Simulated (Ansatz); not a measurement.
**Single-point calculation of Ge$_{13}$Si$_{3}$ (part 1 of 2)**

- system: Ge$_{13}$Si$_{3}$ (Cm, 16 atoms in the cell)
- method: DFT PBEsol, spin-orbit coupling, plane waves, PAW (Ansatz 0.2.0)

The structure was built on a prototype by a generator; it need not be a known phase.

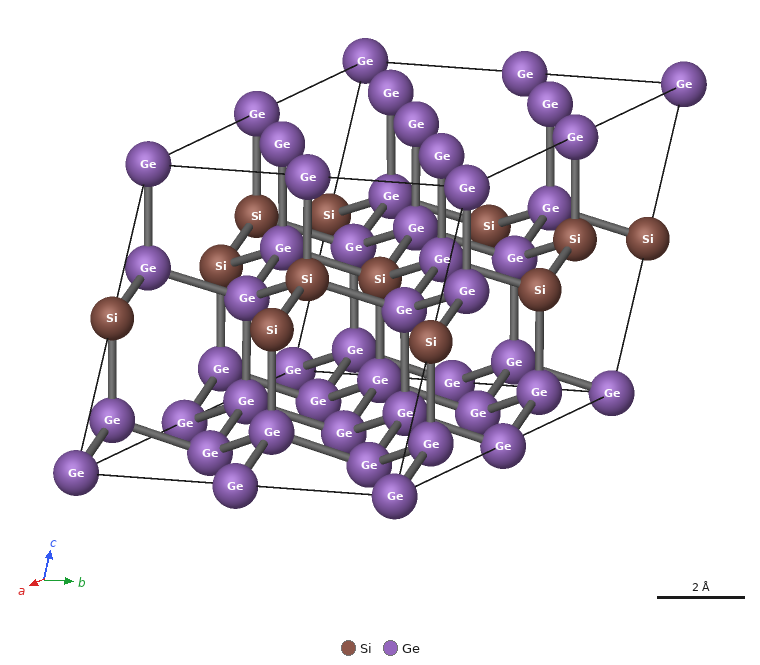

The input geometry (ball-and-stick view of the cell 2 times as large as that of the calculation, set on its symmetry axes, seen slightly off an axis). Near neighbours in the crystal (not all of them lie inside the picture): Si has 4 Ge at 2.40 to 2.41 Å; Si has 3 Ge at 2.41 to 2.42 Å and 1 Si at 2.38 Å; Ge has 3 Ge at 2.44 to 2.46 Å and 1 Si at 2.40 to 2.42 Å; Ge has 4 Ge at 2.43 to 2.45 Å; Ge has 2 Ge at 2.45 to 2.46 Å and 2 Si at 2.41 to 2.42 Å.

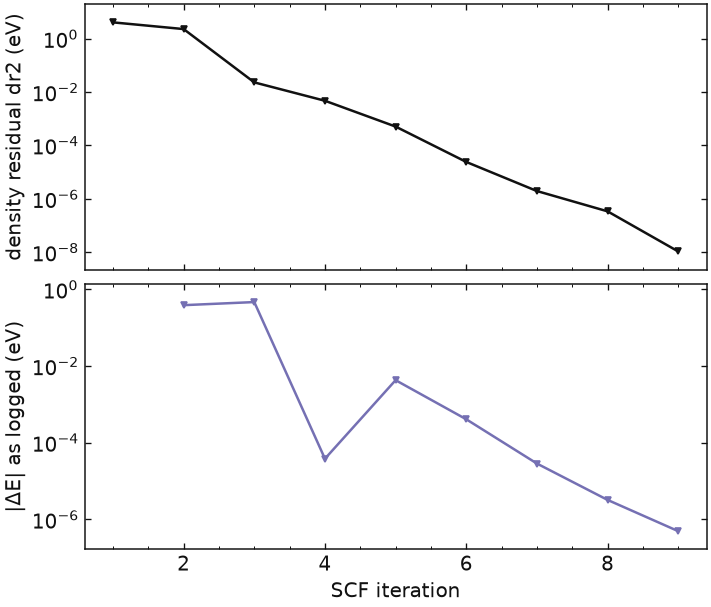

Convergence of the self-consistent field: density residual dr2 and size of the energy change against the SCF iteration. The residual falls at every step.

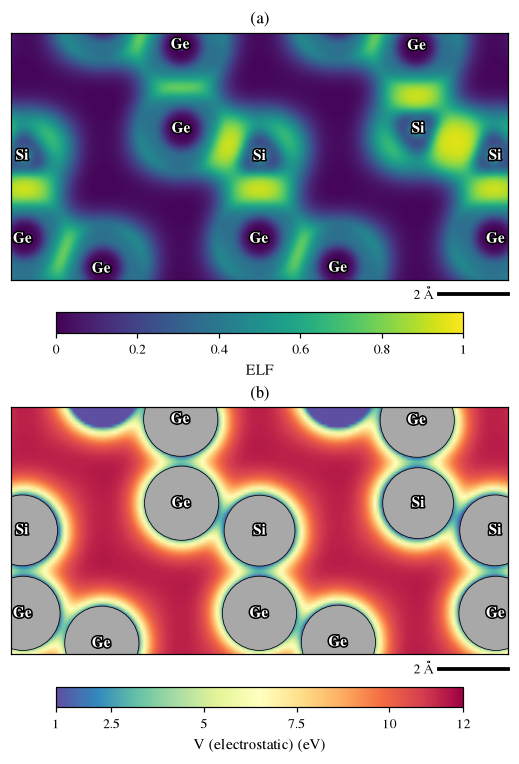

(a) ELF; (b) electrostatic potential (local pseudopotential plus Hartree) felt by an electron on the (010) plane of the conventional cell. Grey discs, where drawn, cover atomic cores. The section cuts through Si and Ge sites. Si–Si (2.38 Å): the ELF peaks at about 0.95 between the atoms, as expected for localised, shared-pair bonding. Outside the cores the potential energy rises away from the atoms and is highest about 2.5 Å from the nearest atoms; outside the discs it spans about 10 eV, and its zero is arbitrary. The fields are those of the smooth PAW valence density.

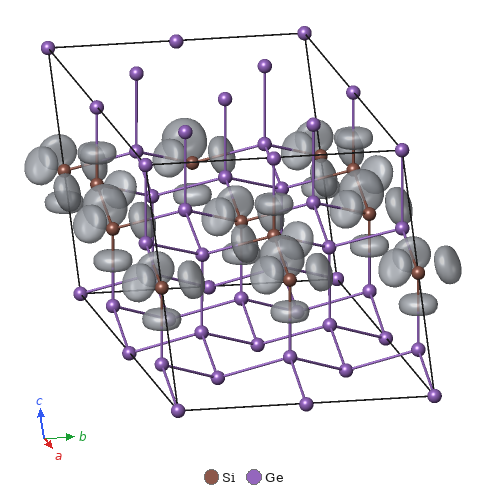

Isosurface of the ELF at 0.8 (grey), seen slightly off an axis. Only the valence region is drawn (cores and ρ < 0.01 e/Å³ removed). Sticks mark near contacts. The outline is the cell set on symmetry axes. Along the contacts the grid gives the following. Si–Si (2.38 Å): the ELF peaks at about 0.95 between the atoms, as expected for localised, shared-pair bonding.

These pictures come from the run below.

### Input
```yaml
crystal:
  lattice:
    - [0.0010817937, 5.6223443528, -5.622434512]
    - [5.6234261464, 5.6234261464, 0.0]
    - [5.6233582562, 6.78902e-05, -5.6234484154]
  atoms:
    - { symbol: Si, position: [0.5000014571, 9.52164e-05, 0.4998081101] }
    - { symbol: Si, position: [0.504236624, 0.4985894496, 0.4985844768] }
    - { symbol: Ge, position: [-0.0014525411, 0.0044829428, 0.498430041] }
    - { symbol: Ge, position: [-0.0014525411, 0.4985395573, 0.498430041] }
    - { symbol: Ge, position: [0.4999055985, 6.46623e-05, 0.0001421244] }
    - { symbol: Ge, position: [0.4999055985, 0.4998876147, 0.0001421244] }
    - { symbol: Ge, position: [-9.9597e-05, 6.4218e-06, 8.67535e-05] }
    - { symbol: Ge, position: [-0.0014948686, 0.498480873, 0.0045331225] }
    - { symbol: Ge, position: [0.3780204787, 0.3719617869, 0.3780311549] }
    - { symbol: Ge, position: [0.3780204787, 0.8719865795, 0.3780311549] }
    - { symbol: Si, position: [0.8707128913, 0.3763504306, 0.3765862475] }
    - { symbol: Ge, position: [0.8704521834, 0.8764288827, 0.3766900513] }
    - { symbol: Ge, position: [0.3766141464, 0.3764684767, 0.8704489001] }
    - { symbol: Ge, position: [0.3766827298, 0.8764704512, 0.8703763678] }
    - { symbol: Ge, position: [0.8749736806, 0.3751555738, 0.8748396649] }
    - { symbol: Ge, position: [0.8749736806, 0.8750310807, 0.8748396649] }
basis:
  ecutwfc: 420
kpoints:
  mp_grid: { grid: [6, 6, 6] }
  band_path: { path: [[0.0, 0.0, 0.0], [-0.020833, 0.0, 0.020833]], npoints: 1 }
hamiltonian:
  xc: pbesol
scf:
  occupations: { method: gaussian, width: 0.01 }
  n_extra_bands: 22
output:
  eigenvalues: true
  write_density: true
  write_potential: true
  elf: true
  volumetric_format: npy
magnetization:
  noncollinear: true
  spin_orbit: true
```

Command:
```bash
ansatz run input.yaml --threads 4 --pin off --max-ram 10240MiB --backend cpu --events-out ev --progress --plain --runs-dir out
```

### Output
```
scf.n_extra_bands = 22 over 194 filled bands (N_el = 194.0): the run solves 216 bands
Engine: ansatz 0.2.0, x86_64-unknown-linux-gnu
Pseudopotentials: kind: paw_fr
Pseudopotential: Si, paw_fr, valence charge 4, recommended cutoff 420 eV (normal), Si.paw.azcp#standard-fr
Pseudopotential: Ge, paw_fr, valence charge 14, recommended cutoff 420 eV (normal), Ge.paw.azcp#standard-fr
Functional definition: PBEsol
  exchange = pbesol_x
  correlation = pbesol_c
non-collinear run that drives no moment, with spin-orbit: no starting moment large enough to seed its density (crystal.atoms[].spin), no starting occupations that ask for one, no magnetisation constraint and no magnetic field, so the semilocal B_xc is pinned to zero
Crystal: 16 atoms, lattice volume = 355.555 Å³
Basis set: ecut = 420 eV, 6879 PW (Γ)
Bands: 216, of which v1, the nominal top of the filled ones, is band 194 counted from 1 (193 counted from 0)
Symmetry: 2 space group operations + 2 with time reversal
Magnetic group: BNS 8.33 (UNI 40), of the structure as read, at distance tolerance 7.1e-5 Å
k-points: 68 of 216 (time reversal used)
Projection manifold: j_resolved (fully-relativistic pseudo-atomic orbitals)
Non-local potential: Si, projectors of the file, l = 0: 2, l = 1: 4, l = 2: 4
Non-local potential: Ge, projectors of the file, l = 0: 2, l = 1: 4, l = 2: 6, l = 3: 2
PAW form: soft (Blöchl's): semilocal exchange-correlation on the pseudo side does not see the compensation charge
PAW frozen core: Si, regenerated for the run's functional, and the local potential with it (the file was generated under x = pbe(κ = 0.804, μ = 0.2195149727645171), c = pbe(β = 0.06672455060314922))
PAW frozen core: Ge, regenerated for the run's functional, and the local potential with it (the file was generated under x = pbe(κ = 0.804, μ = 0.2195149727645171), c = pbe(β = 0.06672455060314922))
PAW one-centre angular grid: Si, 110 points (default); XC on 64 Gauss nodes
PAW one-centre angular grid: Ge, 590 points (default); XC on 64 Gauss nodes
Initial density: superposition of atomic densities (chi_scale 0.1, normalization cell, long waves kept (reshape's long-wave potential 0.02 eV rms))
Initial wavefunctions: pseudopotential atomic-orbital guess
Functional: x = pbesol(κ = 0.804, μ = 0.12345679012345678), c = pbesol(β = 0.046)
SCF iter   1: F=—  HF=-57161.880858 eV  |F-HF|=—  |Δ(HF+E_count)|=         —  Δρ=3.64e-2  dr2=4.08e0  dr2_m=0.00e0 (ungated)  ethr=3.10e-3  |M|=0.00e0 ∫|m|=0.00e0 μB  |m|>n=0.0e0 m-floor=0.0e0 τ_xc=0.0e0  β_m=0.30  ⟨swp⟩=5.8  Hψ=67011  notcnv=0  defer=55
preconditioner: auto → Resta (q_TF=auto, 2.466 Å⁻¹)  ε∞=2.8  [insulator: Δε(μ)=0.149 eV  Ē_g=20.171 eV  σ=0.010 eV  W_gap=1.00  n_scr=88 (ndim 8)  ℏωp=27.4 eV  f_vac=0.000  D(μ)=0.00/eV (n_scr^D=0)  ε∞_Penn≈2.8]
spin=Noncollinear: Resta preconditioning applied to the charge; magnetization (m_x, m_y, m_z) channels mix plain (no charge-response kernel on spin).
SCF iter   2: F=—  HF=-57161.495128 eV  |F-HF|=—  |Δ(HF+E_count)|=   3.86e-1  Δρ=2.71e-2  dr2=2.29e0  dr2_m=0.00e0 (ungated)  ethr=2.10e-3  |M|=0.00e0 ∫|m|=0.00e0 μB  |m|>n=0.0e0 m-floor=0.0e0 τ_xc=0.0e0  β_m=0.65  ⟨swp⟩=1.0  Hψ=17612  notcnv=0  defer=94
SCF iter   3: F=—  HF=-57161.030533 eV  |F-HF|=—  |Δ(HF+E_count)|=   4.65e-1  Δρ=2.09e-3  dr2=2.30e-2  dr2_m=0.00e0 (ungated)  ethr=1.18e-3  |M|=0.00e0 ∫|m|=0.00e0 μB  |m|>n=0.0e0 m-floor=0.0e0 τ_xc=0.0e0  β_m=0.62  ⟨swp⟩=2.1  Hψ=17991  notcnv=0  defer=295
SCF iter   4: F=—  HF=-57161.030571 eV  |F-HF|=—  |Δ(HF+E_count)|=   3.82e-5  Δρ=1.23e-3  dr2=4.71e-3  dr2_m=0.00e0 (ungated)  ethr=1.18e-5  |M|=0.00e0 ∫|m|=0.00e0 μB  |m|>n=0.0e0 m-floor=0.0e0 τ_xc=0.0e0  β_m=0.78  ⟨swp⟩=3.0  Hψ=27656  notcnv=0  defer=1058
SCF iter   5: F=—  HF=-57161.034836 eV  |F-HF|=—  |Δ(HF+E_count)|=   4.27e-3  Δρ=3.90e-4  dr2=5.08e-4  dr2_m=0.00e0 (ungated)  ethr=2.43e-6  |M|=0.00e0 ∫|m|=0.00e0 μB  |m|>n=0.0e0 m-floor=0.0e0 τ_xc=0.0e0  β_m=0.78  ⟨swp⟩=2.0  Hψ=27260  notcnv=0  defer=1058
SCF iter   6: F=—  HF=-57161.035244 eV  |F-HF|=—  |Δ(HF+E_count)|=   4.08e-4  Δρ=8.90e-5  dr2=2.40e-5  dr2_m=0.00e0 (ungated)  ethr=2.62e-7  |M|=0.00e0 ∫|m|=0.00e0 μB  |m|>n=0.0e0 m-floor=0.0e0 τ_xc=0.0e0  β_m=0.71  ⟨swp⟩=2.0  Hψ=27174  notcnv=0  defer=1058
SCF iter   7: F=—  HF=-57161.035215 eV  |F-HF|=—  |Δ(HF+E_count)|=   2.86e-5  Δρ=2.92e-5  dr2=1.95e-6  dr2_m=0.00e0 (ungated)  ethr=1.24e-8  |M|=0.00e0 ∫|m|=0.00e0 μB  |m|>n=0.0e0 m-floor=0.0e0 τ_xc=0.0e0  β_m=0.73  ⟨swp⟩=2.0  Hψ=27864  notcnv=0  defer=1058
SCF iter   8: F=—  HF=-57161.035219 eV  |F-HF|=—  |Δ(HF+E_count)|=   3.22e-6  Δρ=1.09e-5  dr2=3.38e-7  dr2_m=0.00e0 (ungated)  ethr=1.00e-9  |M|=0.00e0 ∫|m|=0.00e0 μB  |m|>n=0.0e0 m-floor=0.0e0 τ_xc=0.0e0  β_m=0.73  ⟨swp⟩=2.0  Hψ=26822  notcnv=0  defer=1058
SCF iter   9: F=-57161.035219 eV  HF=-57161.035219 eV  |F-HF|=3.69e-8  |Δ(HF+E_count)|=   4.93e-7  Δρ=2.26e-6  dr2=1.06e-8  dr2_m=0.00e0 (ungated)  ethr=5.15e-11  |M|=0.00e0 ∫|m|=0.00e0 μB  |m|>n=0.0e0 m-floor=0.0e0 τ_xc=0.0e0  ⟨swp⟩=8.8  Hψ=49916  notcnv=0
SCF 1 converged in 9 iterations: F = -57161.035219 eV  dr2 = 1.06e-8
  greatest PAW one-centre occupation: 0.998 electrons in one spin orbital (limit 2), on the Ge atom at site 15 (counted from 0), in its partial waves of l = 2
NSCF: frozen V_eff on 2 k-points
SCF converged after 9 iterations
Magnetization: |M| = 0.0000 μB,  M = (+0.0000, +0.0000, +0.0000) μB
Absolute magnetization: 0.0000 μB (∫|m|)
  site 0: m = (+0.0000, +0.0000, +0.0000) μB, |m| = 0.0000 μB  (R = 0.99 Å)
  site 1: m = (+0.0000, +0.0000, +0.0000) μB, |m| = 0.0000 μB  (R = 0.98 Å)
  site 2: m = (+0.0000, +0.0000, +0.0000) μB, |m| = 0.0000 μB  (R = 1.00 Å)
  site 3: m = (+0.0000, +0.0000, +0.0000) μB, |m| = 0.0000 μB  (R = 1.00 Å)
  site 4: m = (+0.0000, +0.0000, +0.0000) μB, |m| = 0.0000 μB  (R = 1.00 Å)
  site 5: m = (+0.0000, +0.0000, +0.0000) μB, |m| = 0.0000 μB  (R = 1.00 Å)
  site 6: m = (+0.0000, +0.0000, +0.0000) μB, |m| = 0.0000 μB  (R = 1.00 Å)
  site 7: m = (+0.0000, +0.0000, +0.0000) μB, |m| = 0.0000 μB  (R = 1.00 Å)
  site 8: m = (+0.0000, +0.0000, +0.0000) μB, |m| = 0.0000 μB  (R = 1.00 Å)
  site 9: m = (+0.0000, +0.0000, +0.0000) μB, |m| = 0.0000 μB  (R = 1.00 Å)
  site 10: m = (+0.0000, +0.0000, +0.0000) μB, |m| = 0.0000 μB  (R = 0.98 Å)
  site 11: m = (+0.0000, +0.0000, +0.0000) μB, |m| = 0.0000 μB  (R = 0.99 Å)
  site 12: m = (+0.0000, +0.0000, +0.0000) μB, |m| = 0.0000 μB  (R = 1.00 Å)
  site 13: m = (+0.0000, +0.0000, +0.0000) μB, |m| = 0.0000 μB  (R = 0.99 Å)
  site 14: m = (+0.0000, +0.0000, +0.0000) μB, |m| = 0.0000 μB  (R = 1.00 Å)
  site 15: m = (+0.0000, +0.0000, +0.0000) μB, |m| = 0.0000 μB  (R = 1.00 Å)
Free energy (F): -57161.035219 eV
Harris-Foulkes:  -57161.035219 eV  (|F-HF|=3.69e-8)
Internal energy: -57161.035219 eV  (E = F + TS)
E sigma→0 (E₀):  -57161.035219 eV
Fermi energy:    8.122723 eV
--- Per-component energies (eV) ---
  E_band       = -1992.868046
  E_kinetic    = 1570.808128
  E_local      = -33961.341280  (includes V_loc(G=0)·N_el)
  E_nonlocal   = 5544.165311
  E_hartree    = 14960.949781
  E_xc         = -1138.595684
  E_vxc        = -982.006346  (∫ρ·V_xc dr)
  E_paw        = -27231.071008  (= ΣΔE_a)
  E_vpaw       = -4086.395044  (= ΣTr[D̂ρ^β])
  E_aug_tail   = 0.004054  (compensation charges beyond the density's cutoff)
  E_ewald      = -16918.024147
  E_core_change = 12.069626  (= ΣΔE_core)
  E_smearing   = -0.000000  (= −TS)
  E_closure    = -0.000000  (closes the sum)
  Σ components = -57161.035219   (vs F -57161.035219, Δ=0.00e0)
--- Band table (eV; the first three rows and the last of 68) ---
```
